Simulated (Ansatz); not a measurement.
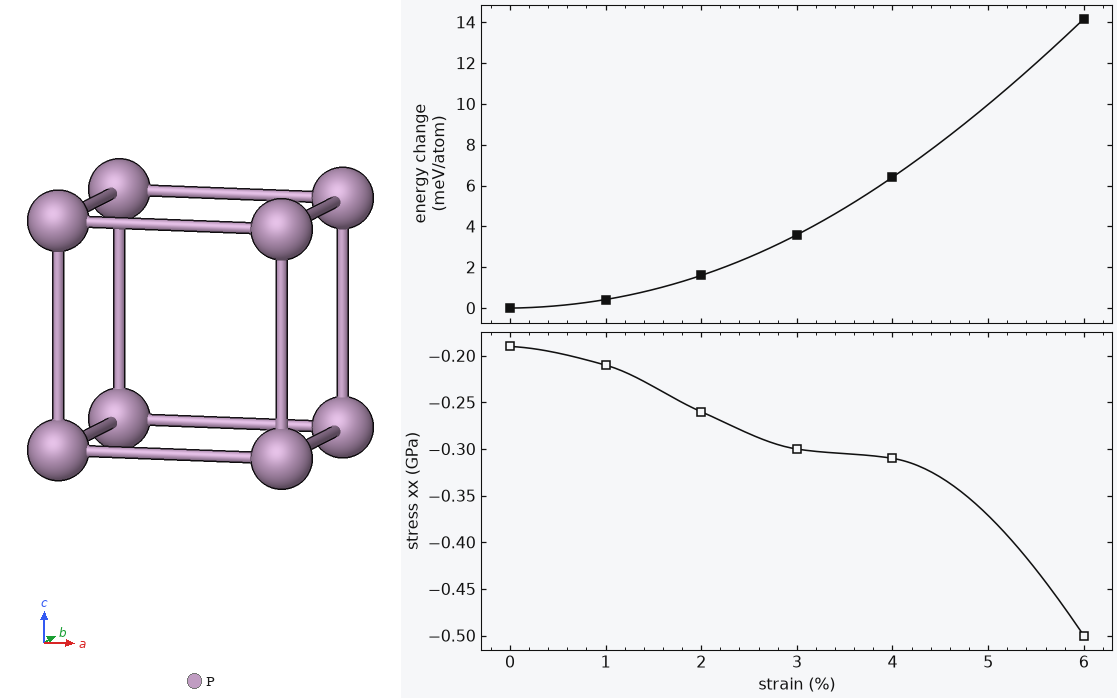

The plot gives the computed energy change and stress xx against strain for P, space group Pm-3m (No. 221). The cell is drawn beside the plot.

Cell as given: a = 2.437 Å, b = 2.437 Å, c = 2.437 Å, α = 90.00°, β = 90.00°, γ = 90.00°; 1 atom.

How it was computed, with Ansatz 0.2.0: energy, stress and cell of a relaxed crystal along a series of strains, atoms and what the cell freedom names relaxed within the symmetry; stress is positive in compression; plane waves with PAW datasets, Γ-centred k mesh; energies extrapolated to zero smearing. Level: r2SCAN, no spin polarisation.

- wave cutoff: 500 eV
- k mesh: 22×22×22
- occupations: Gaussian
- smearing width: 0.1 eV
- strain kind: shear ca
- cell freedom: cell held, c moved along a by strain times its height

Q: Read off the course of the energy change.

A: It rises from 0.00 meV/atom at strain 0 % to 14.16 meV/atom at 6 %.

Q: How does the stress xx vary with strain?

A: It falls from −0.19 GPa at strain 0 % to −0.50 GPa at 6 %.

Q: Is there a gap?

A: No, the levels on the k mesh show a metal at every point.

Limits of the calculation: given cell holds a small stress on this mesh.
